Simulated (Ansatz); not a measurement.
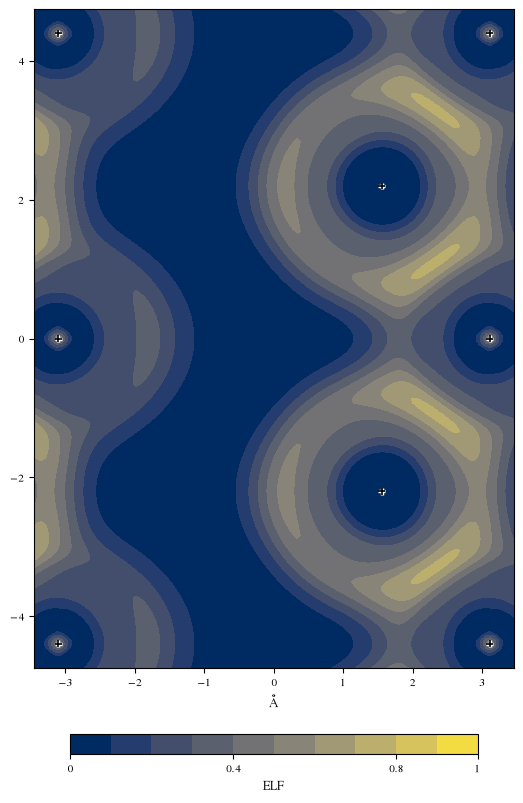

The electron localisation function on a plane through atoms (crosses mark nuclei in the plane).

The calculation used DFT PBE, scalar-relativistic, plane waves, PAW (Ansatz 0.2.0).

Candidates:
A. Ga3Se, a = 4.43 Å, b = 4.43 Å, c = 4.43 Å, α = 90.00°, β = 90.00°, γ = 90.00°. Space group Pm-3m; a structure from a database of computed crystals, not necessarily the ambient phase; computed without spin polarisation.
B. AlNi, a = 2.89 Å, b = 2.89 Å, c = 2.90 Å, α = 90.00°, β = 90.00°, γ = 90.00°. Space group P4/mmm; a structure from a database of computed crystals, not necessarily the ambient phase; computed without spin polarisation.
C. GaSb, a = 6.21 Å, b = 6.21 Å, c = 6.21 Å, α = 90.00°, β = 90.00°, γ = 90.00°. Space group F-43m.

**Which system is this?**

Candidate C: GaSb on the (101) plane of the conventional cell, which holds Ga and Sb. Ga–Sb (2.69 Å): the ELF peaks at about 0.70 between the atoms.
